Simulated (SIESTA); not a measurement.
System: MgO (space group P6_3mc).

Calculation (SIESTA 5.4.2): DFT in numerical atomic orbitals with pseudopotentials, no spin polarisation; energies at scaled volumes of the given cell, shape and fractions fixed, counted from the fit's minimum, third-order Birch-Murnaghan fit. All runs: no spin polarisation.

| setting | value |
| --- | --- |
| k mesh | 9×9×6 |
| occupations | Fermi–Dirac |
| smearing width | 0.05 eV |
| potentials | PseudoDojo 0.4 standard, converted to PSML, two zetas on semicore shells |

Predict the pressure against volume, with one curve for each functional. The cases: PBEsol; LDA.

The fitted equilibrium volumes, smallest first, are LDA 11.763, PBEsol 12.159 Å³/atom. The fitted bulk moduli, smallest first, are PBEsol 117.6, LDA 126.1 GPa. For PBEsol, the pressure falls from 12.85 GPa at volume 11.10 Å³/atom to −3.14 GPa at 12.51 Å³/atom, and changes sign near 12.16 Å³/atom. For LDA, the pressure falls from 8.29 GPa at volume 11.10 Å³/atom to −6.85 GPa at 12.51 Å³/atom, and changes sign near 11.77 Å³/atom.

PBEsol:
```
volume (Å³/atom)  pressure (GPa)
           11.10           12.85
           11.33            9.49
           11.57            6.45
           11.80            3.68
           12.04            1.15
           12.28           -1.11
           12.51           -3.14
```

LDA:
```
volume (Å³/atom)  pressure (GPa)
           11.10            8.29
           11.33            5.09
           11.57            2.19
           11.80           -0.43
           12.04           -2.80
           12.28           -4.93
           12.51           -6.85
```

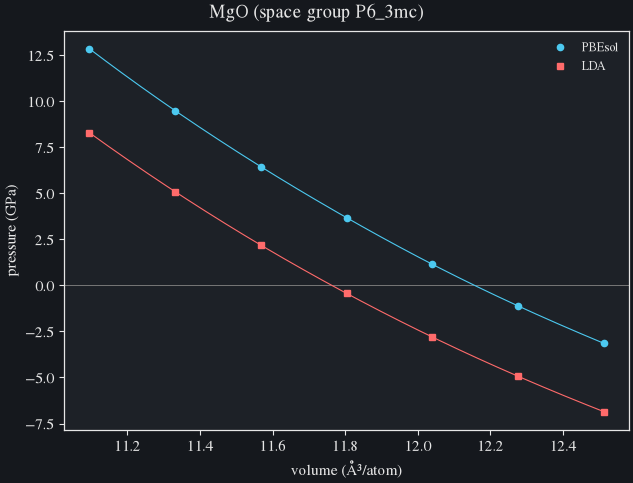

Caveats: mulliken charges of long orbitals; shape and atomic fractions are frozen while scaling, which makes layered, chain and framework solids too stiff.
